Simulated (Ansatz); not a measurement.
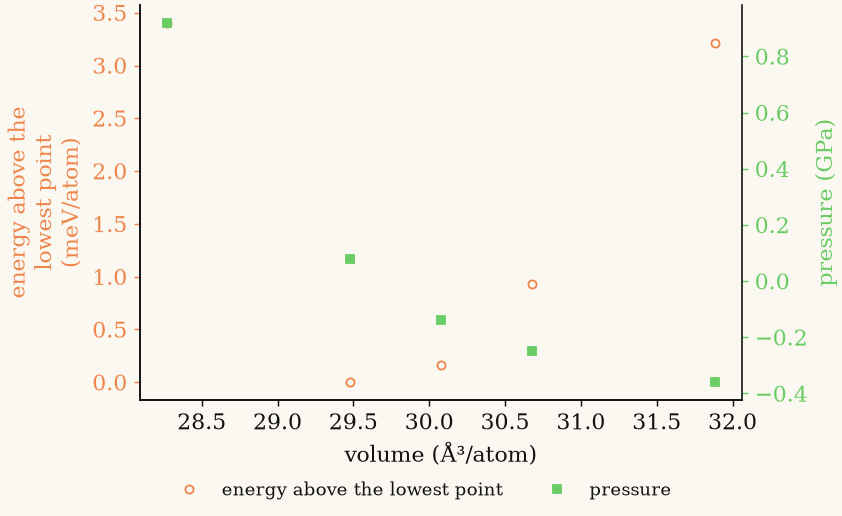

The picture above shows the energy above the lowest point and pressure against volume for Hg, space group Pm-3m (No. 221) (one of a set of cubic test structures, which need not be the stable phase).

Method: equation of state of a cubic crystal from periodic Kohn-Sham density functional theory without spin; pressure corrected for the finite basis (Ansatz 0.2.0 development build). Level: PBE, no spin-orbit coupling.

structure type simple cubic; atoms in cell 1; space group number 221; lattice centring simple cubic; k mesh 12×12×12; occupation method Fermi–Dirac; occupation width 0.06123 eV; wave cutoff 700 eV; datasets hard PAW; density tolerance 1e−09 eV; bands 21; density cutoff ratio 4; search for lower states default.

The points at volume 28.87 Å³/atom and 31.28 Å³/atom are left out of the plot. What values does the calculation give there?

```json
{"volume (Å³/atom)": "28.87", "energy above the lowest point (meV/atom)": "0.910", "pressure (GPa)": "0.43"}
{"volume (Å³/atom)": "31.28", "energy above the lowest point (meV/atom)": "1.974", "pressure (GPa)": "-0.30"}
```

Keep in mind: cubic model structure, not the ambient form; modest k-mesh, values are not fully converged in k.
